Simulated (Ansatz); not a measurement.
## Electronic structure of C$_{7}$O (slab) in real space

Input file:

```
crystal:
  lattice:
    - [2.4649373942, 0.0, 0.0]
    - [1.2324826688, 2.1346903355, 0.0]
    - [0.0, 0.0, 26.898660793]
  atoms:
    - { symbol: C, position: [0.1656238015, 0.1656238015, 0.3160008621] }
    - { symbol: C, position: [0.4989565371, 0.4989565371, 0.3160294754] }
    - { symbol: C, position: [0.4979139708, 0.4979139708, 0.4414325924] }
    - { symbol: C, position: [0.8312467065, 0.8312467065, 0.4414612058] }
    - { symbol: C, position: [0.8302041402, 0.8302041402, 0.5668643227] }
    - { symbol: C, position: [0.1635368758, 0.1635368758, 0.5668929361] }
    - { symbol: C, position: [0.496870508, 0.496870508, 0.5921730051] }
    - { symbol: O, position: [0.496870508, 0.496870508, 0.6349260629] }
basis:
  ecutwfc: 420
kpoints:
  mp_grid: { grid: [12, 12, 1] }
hamiltonian:
  xc: pbe
  dispersion: d3bj
scf:
  occupations: { method: gaussian, width: 0.05 }
output:
  forces: true
  eigenvalues: true
  write_density: true
  write_potential: true
  elf: true
  volumetric_format: npy
relax:
  adjacent_minimum: "off"
  f_tol: 0.03
  max_steps: 70
  constraints: [{ sites: [0, 1] }]
efield:
  axis: 3
  dipole_correction: true
  ramp_width: 0.04
```

Launched as:

```sh
ansatz run input.yaml --threads 1 --pin off --max-ram 2560MiB --backend cpu --events-out ev --progress --plain --runs-dir out
```

The fields are those of the relaxed geometry.

Computed with DFT PBE+D3(BJ), scalar-relativistic, plane waves, PAW in Ansatz 0.2.0.

The density is the valence pseudo-density of a PAW calculation; it isn't the true density close to the nuclei.

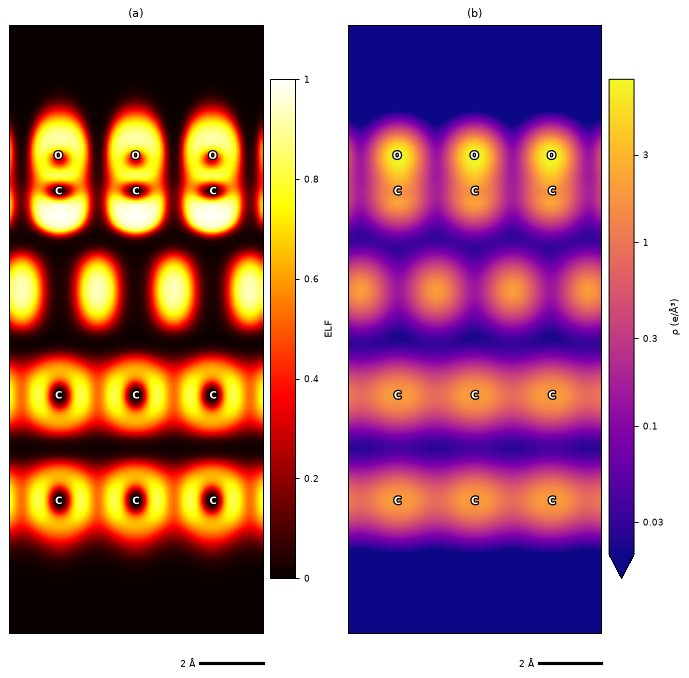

Figure 1. (a) electron localisation function; (b) valence pseudo-density on the (110) plane of the calculation cell, a cut from vacuum to vacuum.

Q: What do the fields say about this system?

A:
- The section cuts through C and O sites.
- Atoms just off the plane (C, 0.7 Å away) can leave unmarked features too.
- C–O (1.13 Å): ρ is about 4.1 e/Å³ halfway; the ELF peaks at about 0.85 between the atoms.
- The density dies away to nearly zero in the vacuum.
- The ELF also peaks beside O, away from the bonds: lone-pair regions.

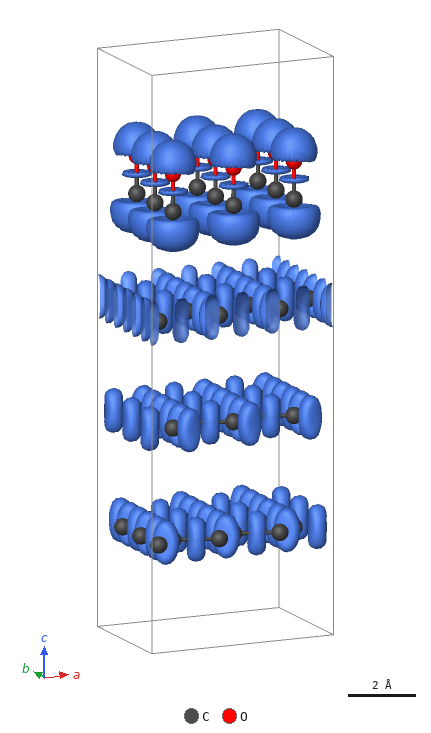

Figure 2. Isosurface of the electron localisation function at 0.8 (blue), seen slightly off an axis. Only the valence region is drawn (cores and ρ < 0.01 e/Å³ removed). Sticks mark near contacts.

Q: Identify the bonds, lone pairs and shells in this picture.

A: The surface consists of nine regions between bonded C–C atoms, one region between bonded C–O atoms, one lobe on C, pointing away from the bonds (lone pairs) and one lobe on O, pointing away from the bonds (lone pairs, which may merge into one lobe), counted in one cell of 8 atoms. Counts are for one cell; the picture repeats the cell along the surface. Along the contacts the grid gives the following. C–C (1.42 Å): the ELF peaks at about 0.95 between the atoms.

Q: Does the calculation give a band gap?

A: It is gapless in this calculation (a metal or semimetal).
